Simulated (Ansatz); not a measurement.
A Fermi-surface calculation for TiSe (space group P6_3/mmc, No. 194).

Input file:

```yaml
crystal:
  lattice:
    - [3.559, 0.0, 0.0]
    - [-1.7795, 3.08218441, 0.0]
    - [0.0, 0.0, 6.22]
  atoms:
    - { symbol: Ti, position: [0.0, 0.0, 0.0] }
    - { symbol: Ti, position: [0.0, 0.0, 0.5] }
    - { symbol: Se, position: [0.33333333, 0.66666667, 0.25] }
    - { symbol: Se, position: [0.66666667, 0.33333333, 0.75] }
basis:
  ecutwfc: 500
kpoints:
  mp_grid: { grid: [12, 12, 6] }
hamiltonian:
  xc: r2scan
scf:
  occupations: { method: gaussian, width: 0.05 }
output:
  forces: true
  eigenvalues: true
  eigenstates:
    nscf_kmesh: { grid: [36, 36, 16] }
    top_band: c6
    de_dk: true
    localisation: true
  stress: true
checkpoint:
  write: ck
  compress: false
  write_wavefunctions: false
  write_every: 100000
```

Launched as:

```sh
ansatz run input.yaml --threads 1 --pin off --max-ram 3072MiB --backend cpu --events-out ev --progress --plain --runs-dir out
```

These are results of DFT r2SCAN, scalar-relativistic, plane waves, PAW; levels and slopes on a dense k mesh at the converged density in Ansatz 0.2.0, not measurements. No spin polarisation. The levels come from a k mesh of 36×36×16 points. Unrelaxed database geometry (residual pressure 4 GPa).

Five bands cross the Fermi level; this is a three-dimensional metal. The density of states at the Fermi level is 3.8 states/eV per primitive cell. The intraband plasma frequencies along the cartesian axes x, y and z of the cell as given are 3.2, 3.2 and 4.0 eV.

Band 27: two hole pockets centred at K (each 0.16 % of the zone) and one hole pocket centred at A, no more than about three mesh steps wide (0.04 % of the zone); mean Fermi speed 3.9 × 10⁵ m/s.
Band 28: one hole pocket centred at A (0.09 % of the zone) and an open sheet between a filled part that runs through the repeated zones in all directions and an empty one that does so in two; weight Ti (85 %) and Se (15 %).
Band 29: one open electron tube parallel to Γ–A; mean Fermi speed 2.7 × 10⁵ m/s; weight Ti (84 %) and Se (16 %).
Band 30: one electron pocket centred at Γ (1.1 % of the zone) and specks under 0.04 % of the zone, which the mesh doesn't resolve and which may come from the interpolation; mean Fermi speed 3.0 × 10⁵ m/s.
Band 31: one electron pocket centred at Γ (0.86 % of the zone); mean Fermi speed 5.1 × 10⁵ m/s; weight Ti (78 %) and Se (22 %).
A pocket cut by a face of the zone is counted once with the part on the opposite face.
Weights are shares of the states' density in the atoms' Voronoi cells.
The shape of the surface of band 28 changes its kind within 0.03 eV of this level, so small parts may appear, vanish, join or separate.

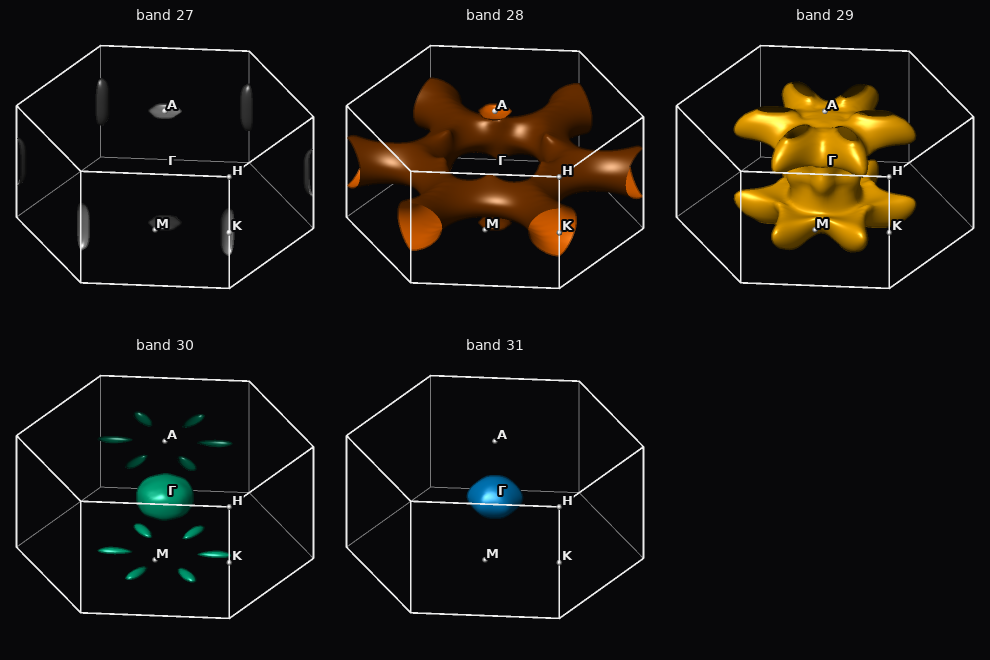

Each panel holds one band. The brighter face of a sheet looks towards empty states.

Spin-orbit coupling is left out; with Se it can split, shift or remove sheets. A magnetic state wasn't tried and may lie lower. Necks and pockets thinner than about two mesh steps aren't resolved, so separate pockets may in truth be joined.
